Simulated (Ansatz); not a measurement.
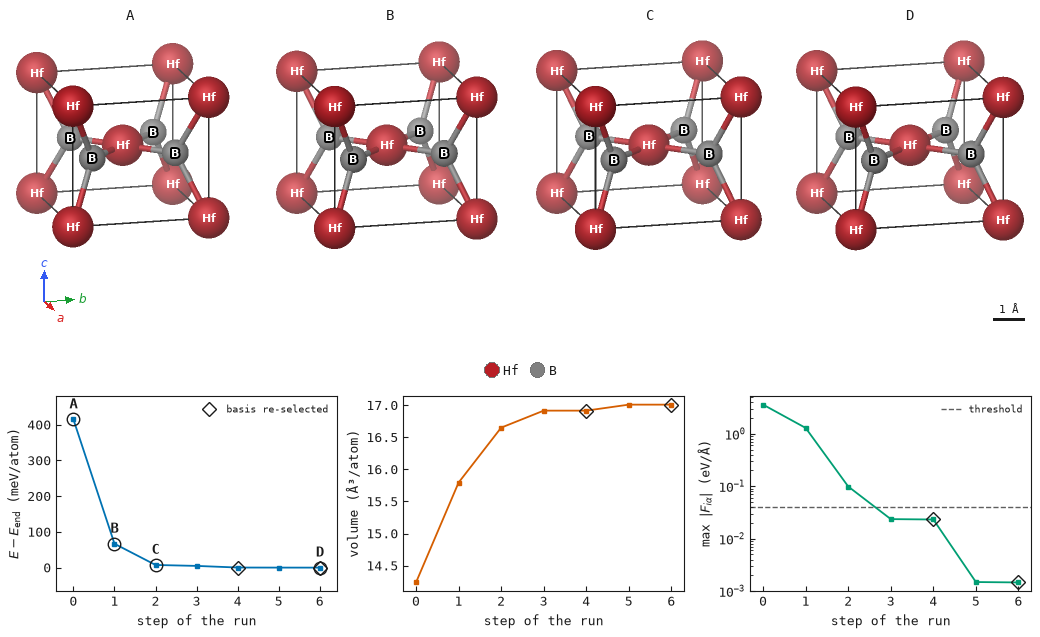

Frames of a relaxation of crystalline HfB2 (a generated structure, set up in P4/mmm) (coarse preliminary run), marked on the history of the run. The picture is a ball-and-stick view of the cell of the calculation, seen slightly off an axis.

Level of theory: DFT PBE, scalar-relativistic, plane waves, PAW in Ansatz 0.2.0. Set-up: plane-wave cutoff 420 eV; k-point mesh 4 × 4 × 4; occupations gaussian; smearing width 0.1 eV; no spin polarisation; cell and atoms relaxed; force threshold 0.04 eV/Å; at most 70 steps.

### Describe the path.

The largest moves relative to the cell, 0.16 Å, are those of B atoms. Hf stays in place. The drawn cell changes as follows: a = b 4.586 → 4.973 Å (+8.4 %), c 4.062 → 4.126 Å (+1.6 %); the volume changes by +19.5 %. Near-neighbour distances that change, for instance: B–Hf 1.983 → 2.311 Å, B–B 1.781 → 1.706 Å. Among the angles between lasting bonds that change: Hf–B–Hf 116.4° → 119.4°. The space group stays P4/mmm (No. 123). After 4 accepted moves (6 points after the start) the energy has fallen by 415 meV per atom. The largest force component goes from 3.6 to 0.0015 eV/Å. Pressure: 18.13 GPa at the start and 0.04 GPa at the end. The SCF was repeated twice at an unchanged geometry on a basis and grid sized afresh for the cell, which shifted the energy by 4.6 meV per atom at most. From step 0 to 1: B atoms move most (0.09 Å), volume +10.9 %, energy −348 meV per atom. From step 1 to 2: B atoms move most (0.06 Å), volume +5.4 %, energy −59.4 meV per atom. From step 2 to 6: volume +2.2 %, energy −7.4 meV per atom.

Limits of the set-up: the k-point mesh is coarse for a cell with partly filled bands.
